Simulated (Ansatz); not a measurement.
A series of calculations on KCl and related structures

### Relaxation

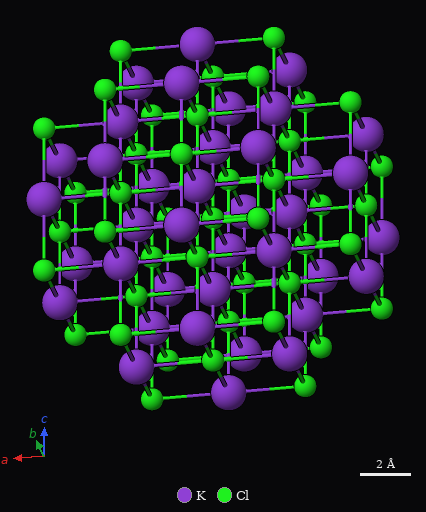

Starting structure of a crystal of KCl (set up in Fm-3m). Style: ball-and-stick. Shown: the conventional cell (4 times the calculation's cell), from a free direction. Lengths and directions refer to the drawn axes.

Computed with DFT PBEsol, scalar-relativistic, plane waves, PAW in Ansatz 0.2.0.

The input:
```yaml
crystal:
  lattice:
    - [0.0, 3.1561, 3.1561]
    - [3.1561, 0.0, 3.1561]
    - [3.1561, 3.1561, 0.0]
  atoms:
    - { symbol: K, position: [0.0, 0.0, 0.0] }
    - { symbol: Cl, position: [0.5, 0.5, 0.5] }
basis:
  ecutwfc: 420
kpoints:
  mp_grid: { grid: [6, 6, 6] }
hamiltonian:
  xc: pbesol
scf:
  occupations: { method: gaussian, width: 0.02 }
output:
  forces: true
  stress: true
  eigenvalues: true
  write_density: true
  write_potential: true
  elf: true
  volumetric_format: npy
relax:
  adjacent_minimum: "off"
  f_tol: 0.005
  max_steps: 80
  cell: { stress_tol: 0.05 }
```

Launched with:
```bash
ansatz run input.yaml --threads 4 --pin off --max-ram 9216MiB --backend cpu --events-out ev --progress --plain --runs-dir out
```

Where does the relaxation end?

The atoms keep their places relative to the cell (all moves are under 0.005 Å). Cell: a = b = c 6.312 → 6.241 Å (−1.1 %). Volume −3.3 %. Near-neighbour distances that change, for instance: K1–Cl2 3.156 → 3.121 Å. The space group stays Fm-3m (No. 225). Over 2 accepted moves (3 points after the start) the energy falls by 1.8 meV per atom. All forces vanish by symmetry, so only the cell relaxes. Pressure: −0.56 GPa at the start and 0.02 GPa at the end. At 1 point the geometry stayed and the basis and grid were re-selected for the new cell (energy shift of less than 0.05 meV per atom at most each time).

Step by step:

```
step  E − E(0), meV/atom  pressure, GPa  volume, Å³/atom                      note
   0                0.00          -0.56           31.438                          
   1               -1.35          -0.29           30.930                          
   2               -1.82           0.02           30.392                          
   3               -1.81           0.02           30.392  same geometry, new basis
```

After the run, drawn alike:

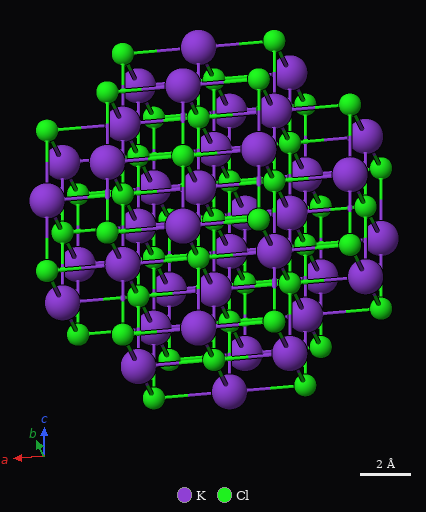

### Relaxation

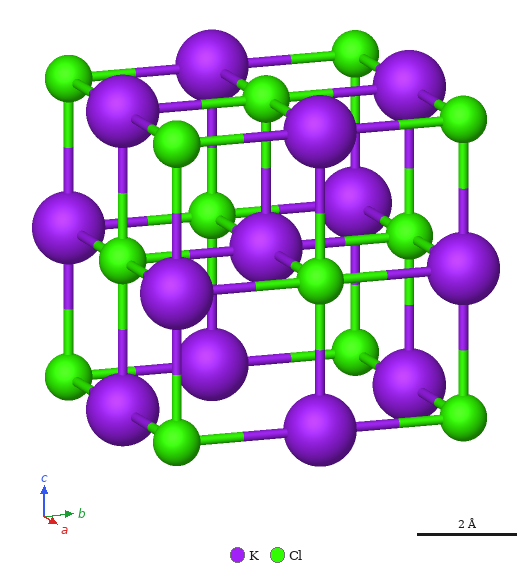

This is the input geometry for a relaxation of a defect cell of composition K8Cl7 (cell charge +1). A ball-and-stick model of the atoms within 5.8 Å of the atom that moves most (axes of the conventional cell (4 times the calculation's cell)), seen slightly off an axis. Lengths and directions refer to the drawn axes.

Case: Cl vacancy, atoms relaxed.

Theory: Ansatz, DFT PBEsol, scalar-relativistic, plane waves, PAW.

The input:
```yaml
crystal:
  lattice:
    - [0.0, 6.241408308, -6.241408308]
    - [6.241408308, 6.241408308, 0.0]
    - [6.241408308, 0.0, -6.241408308]
  atoms:
    - { symbol: K, position: [0.5, 0.5, 0.0] }
    - { symbol: K, position: [0.5, 0.0, 0.0] }
    - { symbol: K, position: [1.0, 0.5, 0.0] }
    - { symbol: K, position: [1.0, 0.0, 0.0] }
    - { symbol: K, position: [0.5, 0.5, 0.5] }
    - { symbol: K, position: [0.5, 0.0, 0.5] }
    - { symbol: K, position: [1.0, 0.5, 0.5] }
    - { symbol: K, position: [1.0, 0.0, 0.5] }
    - { symbol: Cl, position: [0.25, 0.25, 0.25] }
    - { symbol: Cl, position: [0.75, 0.75, 0.25] }
    - { symbol: Cl, position: [0.75, 0.25, 0.25] }
    - { symbol: Cl, position: [0.25, 0.75, 0.75] }
    - { symbol: Cl, position: [0.25, 0.25, 0.75] }
    - { symbol: Cl, position: [0.75, 0.75, 0.75] }
    - { symbol: Cl, position: [0.75, 0.25, 0.75] }
total_charge: 1
basis:
  ecutwfc: 420
kpoints:
  mp_grid: { grid: [4, 4, 4] }
hamiltonian:
  xc: pbesol
scf:
  occupations: { method: gaussian, width: 0.05 }
output:
  forces: true
  stress: true
  eigenvalues: true
  write_density: true
  write_potential: true
  elf: true
  volumetric_format: npy
relax:
  adjacent_minimum: "off"
  f_tol: 0.02
  max_steps: 50
```

Launched with:
```bash
ansatz run input.yaml --threads 4 --pin off --max-ram 9216MiB --backend cpu --events-out ev --progress --plain --runs-dir out
```

Question: What does the optimiser find from here?

Answer: Over 2 accepted moves (3 points after the start) the energy falls by 0.199 eV per cell of the calculation. The largest force component goes from 0.44 to 0.0034 eV/Å. 1 step only repeated the SCF at the same geometry. The largest moves, 0.14 Å, are those of K1, K2, K4, K5, K7 and K8. K4 goes along +c. Cl stays in place. The cell stays as it was. Some distances before and after: K1–Cl15 3.121 → 2.978 Å. Bond angles that change, for instance: Cl10–K4–Cl13 180.0° → 174.8°, Cl10–K4–Cl15 90.0° → 92.6°. Cost: 28 s on 4 threads of Arm Neoverse V1, with other jobs on the host, peak memory 1.2 GiB.

Step by step:

```tsv
step	E − E(0), meV/atom	largest force component, eV/Å	note
0	0.00	0.4413	
1	-11.35	0.1894	
2	-13.25	0.0033	
3	-13.25	0.0034	same geometry, SCF repeated
```

The end point in the same view:

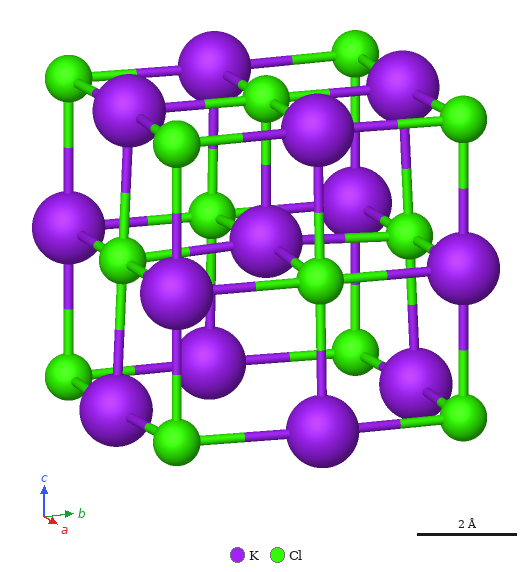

Limits of the set-up: the cell is charged, on a uniform background, and energies carry no finite-size correction.

### Path

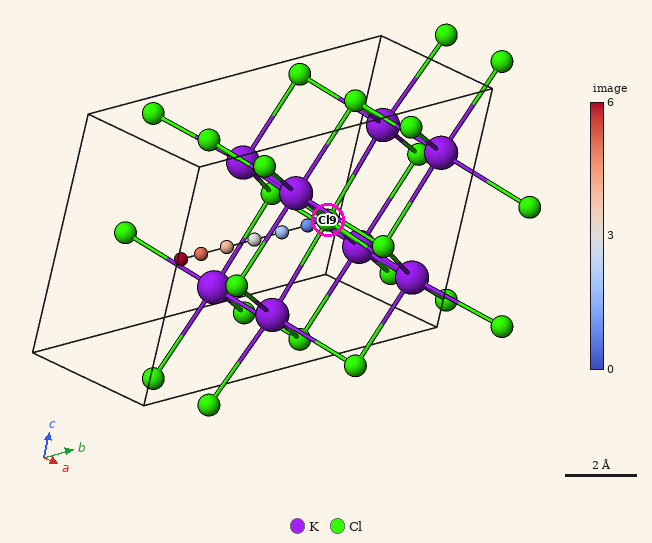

A search for the minimum-energy path of a defect cell of composition K$_{8}$Cl$_{7}$ (cell charge +1) with a Cl vacancy (15 atoms in the cell) by the nudged elastic band. Images are numbered from 0 (start) to 6 (end). The start is drawn whole; smaller spheres mark the moving atoms (Cl) in the later images, joined by lines and coloured by the number of the image. The picture is a ball-and-stick view of the reduced simulation cell (origin moved), seen slightly off an axis. The moving atom is ringed, with any periodic copies. Lengths and directions refer to the drawn axes. Bonds to atoms that aren't drawn are left out.

Computed with Ansatz 0.2.0, DFT PBEsol, scalar-relativistic, plane waves, PAW.

Input
```yaml
crystal:
  lattice:
    - [0.0, 6.241408308, -6.241408308]
    - [6.241408308, 6.241408308, 0.0]
    - [6.241408308, 0.0, -6.241408308]
  atoms:
    - { symbol: K, position: [0.5114453328, 0.4885546672, -0.0114453328] }
    - { symbol: K, position: [0.5114453328, 0.0114453328, -0.0114453328] }
    - { symbol: K, position: [1.0, 0.5, 0.0] }
    - { symbol: K, position: [0.9885546672, 0.0114453328, -0.0114453328] }
    - { symbol: K, position: [0.5114453328, 0.4885546672, 0.5114453328] }
    - { symbol: K, position: [0.5, 0.0, 0.5] }
    - { symbol: K, position: [0.9885546672, 0.4885546672, 0.5114453328] }
    - { symbol: K, position: [0.9885546672, 0.0114453328, 0.5114453328] }
    - { symbol: Cl, position: [0.25, 0.25, 0.25] }
    - { symbol: Cl, position: [0.75, 0.75, 0.25] }
    - { symbol: Cl, position: [0.75, 0.25, 0.25] }
    - { symbol: Cl, position: [0.25, 0.75, 0.75] }
    - { symbol: Cl, position: [0.25, 0.25, 0.75] }
    - { symbol: Cl, position: [0.75, 0.75, 0.75] }
    - { symbol: Cl, position: [0.75, 0.25, 0.75] }
total_charge: 1
basis:
  ecutwfc: 420
kpoints:
  mp_grid: { grid: [4, 4, 4] }
hamiltonian:
  xc: pbesol
scf:
  occupations: { method: gaussian, width: 0.05 }
output:
  forces: true
neb:
  images: 5
  f_tol: 0.05
  max_iterations: 60
  order_check: false
  final_atoms:
    - { symbol: K, position: [0.5114452554, 0.5114452554, -0.0114452554] }
    - { symbol: K, position: [0.5114452554, -0.0114452554, -0.0114452554] }
    - { symbol: K, position: [0.9885547446, 0.5114452554, -0.0114452554] }
    - { symbol: K, position: [1.0, 0.0, 0.0] }
    - { symbol: K, position: [0.5, 0.5, 0.5] }
    - { symbol: K, position: [0.5114452554, -0.0114452554, 0.5114452554] }
    - { symbol: K, position: [0.9885547446, 0.5114452554, 0.5114452554] }
    - { symbol: K, position: [0.9885547446, -0.0114452554, 0.5114452554] }
    - { symbol: Cl, position: [0.25, -0.25, 0.25] }
    - { symbol: Cl, position: [0.75, 0.75, 0.25] }
    - { symbol: Cl, position: [0.75, 0.25, 0.25] }
    - { symbol: Cl, position: [0.25, 0.75, 0.75] }
    - { symbol: Cl, position: [0.25, 0.25, 0.75] }
    - { symbol: Cl, position: [0.75, 0.75, 0.75] }
    - { symbol: Cl, position: [0.75, 0.25, 0.75] }
```

Launched with:
```bash
ansatz run input.yaml --threads 4 --pin off --max-ram 9216MiB --backend cpu --events-out ev --progress --plain --runs-dir out
```

> Describe the path and its energy.

It is a vacancy jump: a nearby atom moves into the empty site and leaves its own site empty. A Cl atom travels furthest, 4.41 Å from end to end, along −b, on a straight line. At the highest image its nearest neighbour (K) is 2.76 Å away, against 3.12 Å at the start, and the surrounding atoms stand up to 0.45 Å off the mean of their end positions. The two ends have the same energy, and the highest point, image 3, lies 0.69 eV above the start. The band is converged.

Limits of the set-up: the cell is charged, on a uniform background, and energies carry no finite-size correction.

Cost: 19 min on 4 threads of Arm Neoverse V1, with other jobs on the host, peak memory 5 GiB.
